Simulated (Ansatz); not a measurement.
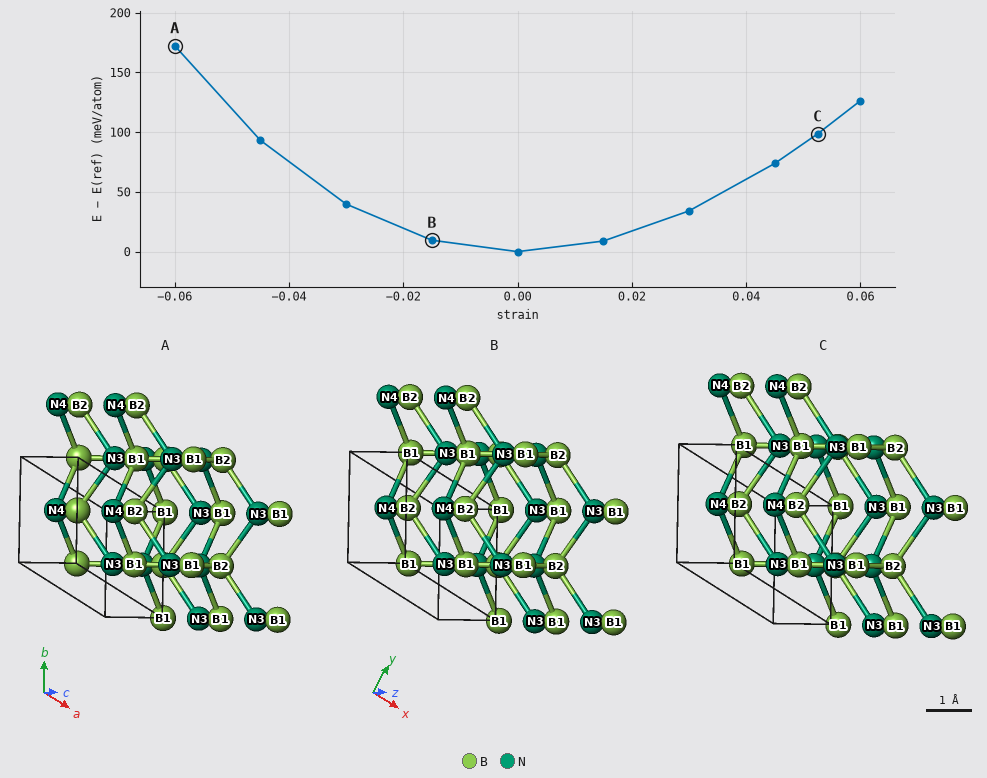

A scan of a crystal of BN (P6_3mc): the cell is strained equally along x and y, with the atoms kept at their fractional coordinates. x, y and z are the Cartesian axes of the input. The lettered frames are marked on the plot. A ball-and-stick model of the cell of the calculation, repeated 2 × 2 × 2 with one cell outlined, seen along the c axis, with a slight tilt.

Theory: Ansatz 0.2.0, DFT r2SCAN, scalar-relativistic, plane waves, PAW. (plane-wave cutoff 500 eV; k-point mesh 12 × 12 × 6; occupations gaussian; smearing width 0.05 eV; no spin polarisation). Energies (free energies at the smearing named) are counted from the relaxed crystal.

**What does the scan show?**

Of the computed points the lowest is at the strain 0.00, 0.0 meV/atom. The curvature at zero strain, (1/V) d²E/dε², is about 2200 GPa; it is C₁₁ + C₂₂ + 2C₁₂ with clamped ions. The distortion keeps the space group P6_3mc. At the strain −0.06 the cell of the drawing goes a 2.544 → 2.391 Å, b 2.544 → 2.391 Å.
